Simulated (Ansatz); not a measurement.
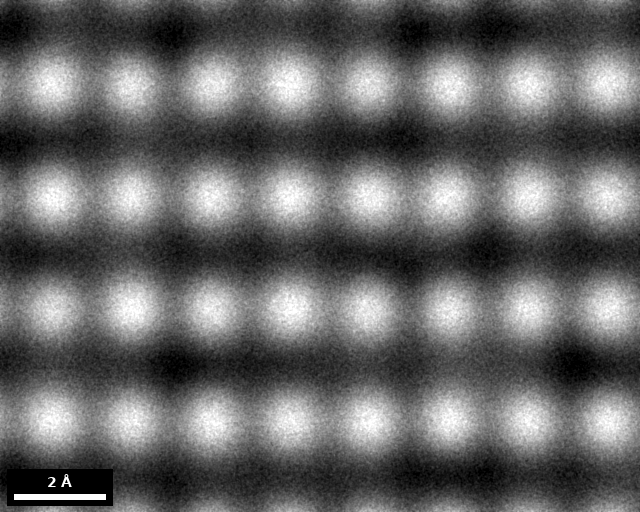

An image along [110] of one of the structures below (computed or model cells, partly hypothetical, each in its standard cell). Simulation: incoherent imaging, intensity Z^1.7 per atom, probe width 1.17 Å, thin sample. The display is stretched by a gamma of 0.8; percentages refer to the linear signal. Shot noise and the speckle of an amorphous layer were added.

A. Sc
Space group Fd-3m:1 (No. 227). a = 6.345 Å, b = 6.345 Å, c = 6.345 Å, α = 90.00°, β = 90.00°, γ = 90.00°
```tsv
atom	site	symmetry	x	y	z
Sc	8b	-43m	0.2500	0.2500	0.7500
```

B. Pd
Space group P6/mmm (No. 191). a = 4.426 Å, b = 4.426 Å, c = 2.634 Å, α = 90.00°, β = 90.00°, γ = 120.00°
| atom | site | symmetry | x | y | z |
| --- | --- | --- | --- | --- | --- |
| Pd | 1a | 6/mmm | 0.0000 | 0.0000 | 0.0000 |
| Pd | 2d | -6m2 | 0.3333 | 0.6667 | 0.5000 |

C. P
Space group Pm-3m (No. 221). a = 2.453 Å, b = 2.453 Å, c = 2.453 Å, α = 90.00°, β = 90.00°, γ = 90.00°
```tsv
atom	site	symmetry	x	y	z
P	1a	m-3m	0.0000	0.0000	0.0000
```

D. P
Space group P6_3/mmc (No. 194). a = 3.234 Å, b = 3.234 Å, c = 3.198 Å, α = 90.00°, β = 90.00°, γ = 120.00°
```tsv
atom	site	symmetry	x	y	z
P	2c	-6m2	0.3333	0.6667	0.2500
```

Which of them gives this image?

C, P. Along [110] the projected cells are A 3.89 × 3.89 Å, 109°; B 2.63 × 3.83 Å, 90°; C 1.73 × 2.45 Å, 90°; D 2.80 × 3.20 Å, 90°. The image repeats as C does.

Structure C: the geometry relaxed with DFT, revPBE, plane waves (420 eV) with PAW, scalar-relativistic in Ansatz; the starting structure was generated, so it need not be a known form of this composition.
